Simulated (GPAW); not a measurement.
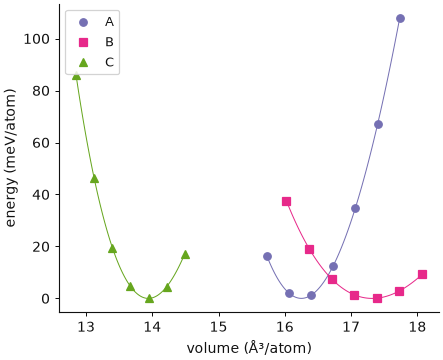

The figure shows the energy against volume, with one curve for each element, for Ag, Rh and W (all in space group Fm-3m (No. 225)). The labels are replaced by letters.

Computed with GPAW 26.7.0: PAW DFT in plane waves, on a grid or in atomic orbitals, no spin polarisation; energies at scaled volumes of the given cell, shape and fractions fixed, counted from the fit's minimum, third-order Birch-Murnaghan fit. Level: r2SCAN.

- occupations: Fermi–Dirac
- smearing width: 0.05 eV
- potentials: GPAW PAW data sets (gpaw data 1.2.1)
- wave cutoff: 600 eV

Which letter stands for which compound?

A: W; B: Ag; C: Rh.
